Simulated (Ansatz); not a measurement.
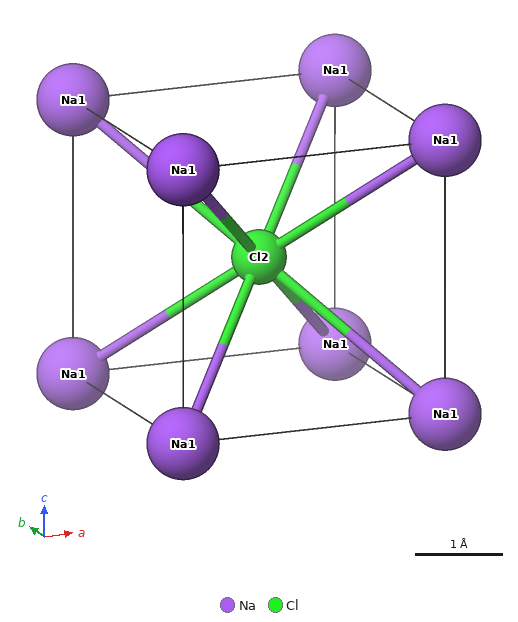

The input geometry of the first run (ball-and-stick view of the cell of the calculation, seen slightly off an axis; atoms are numbered from 1 in the order of the input). Near neighbours in the crystal (not all of them lie inside the picture): Na has 8 Cl at 2.85 Å; Cl has 8 Na at 2.85 Å.

**Two runs on NaCl**

System: NaCl (Pm-3m, 2 atoms in the cell).
Method of the first run: DFT LDA, scalar-relativistic, plane waves, PAW, no spin polarisation (Ansatz 0.2.0).

Text and figures count atoms from 1; the logs count them from 0 in places.

### Input, the first run
```yaml
crystal:
  lattice:
    - [3.295, 0.0, 0.0]
    - [0.0, 3.295, 0.0]
    - [0.0, 0.0, 3.295]
  atoms:
    - { symbol: Na, position: [0.0, 0.0, 0.0] }
    - { symbol: Cl, position: [0.5, 0.5, 0.5] }
basis:
  ecutwfc: 420
kpoints:
  mp_grid: { grid: [8, 8, 8] }
hamiltonian:
  xc: lda
scf:
  occupations: { method: gaussian, width: 0.02 }
output:
  forces: true
  stress: true
  eigenvalues: true
```

Command:
```bash
ansatz run input.yaml --threads 1 --pin off --max-ram 1228MiB --backend cpu --events-out ev --progress --plain --runs-dir out
```

Hardware: 1 thread of an x86-64 CPU, shared host.

### Output, shortened to warnings, some set-up lines, iterations and results (the first run)
```
Basis set: ecut = 420 eV, 739 PW (Γ)
Symmetry: 48 space group operations
k-points: 35 of 512
Initial density: superposition of atomic densities (neutral atoms: chi_scale 0, normalization atom), corrected by the library's trained network
[...]
SCF iter   1: F=—  HF=-2514.054469 eV  |F-HF|=—  |Δ(HF+E_count)|=         —  Δρ=8.21e-3  dr2=1.62e-2  ethr=1.77e-3  ⟨swp⟩=6.9  Hψ=2488  notcnv=0
SCF iter   2: F=—  HF=-2514.045272 eV  |F-HF|=—  |Δ(HF+E_count)|=   9.20e-3  Δρ=2.89e-3  dr2=2.13e-3  ethr=1.01e-4  ⟨swp⟩=2.6  Hψ=1099  notcnv=0
SCF iter   3: F=—  HF=-2514.044593 eV  |F-HF|=—  |Δ(HF+E_count)|=   6.80e-4  Δρ=8.12e-4  dr2=1.54e-4  ethr=1.33e-5  ⟨swp⟩=2.2  Hψ=668  notcnv=0
SCF iter   4: F=—  HF=-2514.044543 eV  |F-HF|=—  |Δ(HF+E_count)|=   4.98e-5  Δρ=2.27e-4  dr2=2.47e-5  ethr=9.64e-7  ⟨swp⟩=2.0  Hψ=560  notcnv=0
SCF iter   5: F=—  HF=-2514.044531 eV  |F-HF|=—  |Δ(HF+E_count)|=   1.20e-5  Δρ=2.94e-5  dr2=4.05e-7  ethr=1.55e-7  ⟨swp⟩=2.0  Hψ=505  notcnv=0
SCF iter   6: F=—  HF=-2514.044531 eV  |F-HF|=—  |Δ(HF+E_count)|=   6.19e-8  Δρ=1.40e-5  dr2=1.02e-7  ethr=6.25e-10  ⟨swp⟩=5.6  Hψ=1908  notcnv=0
SCF iter   7: F=-2514.044531 eV  HF=-2514.044531 eV  |F-HF|=3.55e-9  |Δ(HF+E_count)|=   3.72e-8  Δρ=2.92e-6  dr2=4.44e-9  ethr=6.25e-10  ⟨swp⟩=4.0  Hψ=1245  notcnv=0
SCF 1 converged in 7 iterations: F = -2514.044531 eV  dr2 = 4.44e-9
SCF converged after 7 iterations
Free energy (F): -2514.044531 eV
Harris-Foulkes:  -2514.044531 eV  (|F-HF|=3.55e-9)
Internal energy: -2514.044531 eV  (E = F + TS)
E sigma→0 (E₀):  -2514.044531 eV
Fermi energy:    6.070654 eV
--- Per-component energies (eV) ---
  E_band       = -205.863533
  E_kinetic    = 284.327095
  E_local      = -1381.290319  (includes V_loc(G=0)·N_el)
  E_nonlocal   = 146.972824
  E_hartree    = 477.833804
  E_xc         = -145.523167
  E_vxc        = -173.004202  (∫ρ·V_xc dr)
  E_paw        = -869.945569  (= ΣΔE_a)
  E_vpaw       = -38.535974  (= ΣTr[D̂ρ^β])
  E_aug_tail   = 0.000089  (compensation charges beyond the density's cutoff)
  E_ewald      = -1026.750670
  E_core_change = 0.331382  (= ΣΔE_core)
  E_smearing   = -0.000000  (= −TS)
  E_closure    = -0.000000  (closes the sum)
  Σ components = -2514.044531   (vs F -2514.044531, Δ=0.00e0)
--- Forces (eV/Å), atoms counted from 1 ---
  atom   1  Na    -0.00000000     0.00000000     0.00000000
  atom   2  Cl     0.00000000    -0.00000000     0.00000000
  max |Σ_I F_I| component: 3.63e-30 eV/Å
--- Stress (GPa, compression-positive) ---
        2.704998       0.000000       0.000000
        0.000000       2.704998       0.000000
        0.000000       0.000000       2.704998
  P = ⅓ Tr σ = 2.7050 GPa (27.050 kbar)
```

For the second run the input was changed thus:
```diff
+  max_iter: 50
+magnetization:
+  spin_polarized: true
+  initial_magnetization: 15
```

What does this change do to the results?

The energy is the same within 0.01 meV per atom. With spin allowed, the absolute moment of the cell comes to 0.00 μB. The SCF takes 14 iterations against 7. The two runs start from different initial densities, which also moves the count.

### Output, shortened to warnings, some set-up lines, iterations and results (the second run)
```
WARN: the starting moments were not kept: the SCF closed with an absolute magnetisation of 9.0e-7 μB, where they sum to 15 μB in size (2 sites). That is at most 0.1 of that sum. Measured as dr2_m measures the in/out step, that magnetisation stands 1.7e-13 eV from none, at or under the dr2_threshold of 1.0e-7 eV: it is no larger than a step whose dr2_m would equal this threshold. The system may …
Basis set: ecut = 420 eV, 739 PW (Γ)
Symmetry: 48 space group operations
k-points: 35 of 512
Initial density: superposition of atomic densities (chi_scale 0.1, normalization cell, long waves kept (reshape's long-wave potential 0.00 eV rms))
[...]
SCF iter   1: F=—  HF=-2323.335019 eV  |F-HF|=—  |Δ(HF+E_count)|=         —  Δρ=5.12e-1 (↑5.12e-1 ↓1.27e-2)  dr2=7.07e1  dr2_m=2.18e1  M=15.000 μB ∫|m|=15.000 μB  β_m=1.00  …
SCF iter   2: F=—  HF=-2486.706678 eV  |F-HF|=—  |Δ(HF+E_count)|=         —  Δρ=4.46e-1 (↑2.66e-1 ↓4.46e-1)  dr2=1.23e1  dr2_m=3.99e1  M=1.042 μB ∫|m|=1.158 μB  β_m=0.30  …
SCF iter   3: F=—  HF=-2501.949801 eV  |F-HF|=—  |Δ(HF+E_count)|=    1.52e1  Δρ=3.12e-1 (↑2.07e-1 ↓3.12e-1)  dr2=3.53e0  dr2_m=2.17e1  M=0.000 μB ∫|m|=0.457 μB  β_m=0.30  …
SCF iter   4: F=—  HF=-2507.442151 eV  |F-HF|=—  |Δ(HF+E_count)|=    5.49e0  Δρ=1.87e-1 (↑1.77e-1 ↓1.87e-1)  dr2=1.10e-1  dr2_m=1.09e1  M=0.000 μB ∫|m|=0.348 μB  β_m=0.30  …
SCF iter   5: F=—  HF=-2510.809494 eV  |F-HF|=—  |Δ(HF+E_count)|=    3.37e0  Δρ=1.31e-1 (↑1.31e-1 ↓1.30e-1)  dr2=2.00e-2  dr2_m=5.54e0  M=0.000 μB ∫|m|=0.258 μB  β_m=0.30  …
[... 5 lines ...]
SCF iter  11: F=—  HF=-2514.044531 eV  |F-HF|=—  |Δ(HF+E_count)|=   5.98e-6  Δρ=3.42e-5 (↑1.07e-5 ↓3.42e-5)  dr2=4.19e-7  dr2_m=1.20e-7  M=0.000 μB ∫|m|=0.000 μB  β_m=0.67  …
SCF iter  12: F=—  HF=-2514.044531 eV  |F-HF|=—  |Δ(HF+E_count)|=   9.93e-8  Δρ=1.25e-5 (↑1.25e-5 ↓9.34e-6)  dr2=5.25e-9  dr2_m=3.86e-8  M=0.000 μB ∫|m|=0.000 μB  β_m=0.82  …
SCF iter  13: F=—  HF=-2514.044531 eV  |F-HF|=—  |Δ(HF+E_count)|=   3.14e-8  Δρ=1.77e-6 (↑1.77e-6 ↓1.31e-6)  dr2=1.03e-10  dr2_m=7.70e-10  M=0.000 μB ∫|m|=0.000 μB  β_m=0.90  …
SCF iter  14: F=-2514.044531 eV  HF=-2514.044531 eV  |F-HF|=1.82e-12  |Δ(HF+E_count)|=  6.74e-10  Δρ=1.22e-7 (↑1.22e-7 ↓9.23e-8)  dr2=4.59e-13  dr2_m=3.74e-12  M=0.000 μB …
SCF 1 converged in 14 iterations: F = -2514.044531 eV  dr2 = 4.59e-13
WARN: the starting moments were not kept: the SCF closed with an absolute magnetisation of 9.0e-7 μB, where they sum to 15 μB in size (2 sites). That is at most 0.1 of that sum. Measured as dr2_m measures the in/out step, that magnetisation stands 1.7e-13 eV from none, at or under the dr2_threshold …
SCF converged after 14 iterations
Magnetization: 0.0000 μB (8.0000 up, 8.0000 down)
Absolute magnetization: 0.0000 μB (∫|ρ↑−ρ↓|, with the PAW one-centre terms)
Spin contamination: 0.0000 ħ² per cell (⟨S²⟩ above its minimum at these occupations)
Per-site moments (μB) at R_I (Å): [(-7.535941925911464e-8, 1.1770909035062618), (3.933350828012706e-7, 1.1770909035062618)]
Free energy (F): -2514.044531 eV
Harris-Foulkes:  -2514.044531 eV  (|F-HF|=1.82e-12)
Internal energy: -2514.044531 eV  (E = F + TS)
E sigma→0 (E₀):  -2514.044531 eV
Fermi energy:    6.070704 eV
--- Per-component energies (eV) ---
  E_band       = -205.863115
  E_kinetic    = 284.326507
  E_local      = -1381.289421  (includes V_loc(G=0)·N_el)
  E_nonlocal   = 146.972663
  E_hartree    = 477.833440
  E_xc         = -145.522984
  E_vxc        = -173.003973  (∫ρ·V_xc dr)
  E_paw        = -869.945537  (= ΣΔE_a)
  E_vpaw       = -38.535855  (= ΣTr[D̂ρ^β])
[...]
```

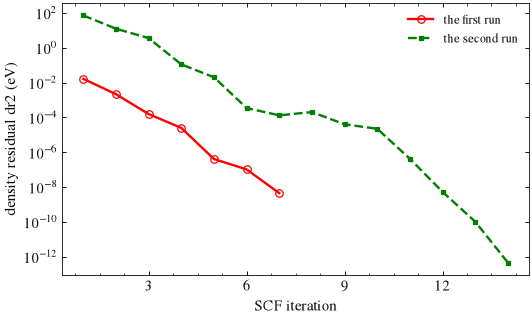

Convergence of the two runs: density residual dr2 against the SCF iteration. The first run takes 7 iterations in all, and the second run takes 14.

### The two runs side by side

```tsv
quantity	the first run	the second run
outcome	converged	converged
free energy per atom (eV)	−1257.0223	−1257.0223
gap on the mesh (eV)	4.28	4.28
pressure (GPa)	2.70	2.71
largest force (eV/Å)	0.000	0.000
SCF iterations	7	14
irreducible k-points	35	35
plane waves at Γ	739	739
net moment of the cell (μB)	–	0.00
absolute moment of the cell (μB)	–	0.00
wall time (shared host)	0.59 s	1.9 s
```

For the second run: A setting was made wrong on purpose: an impossible spin (`magnetization`). It did no harm here: the run converged to the energy of the sound run within 1 meV per atom. Warnings: some starting moments were not kept.
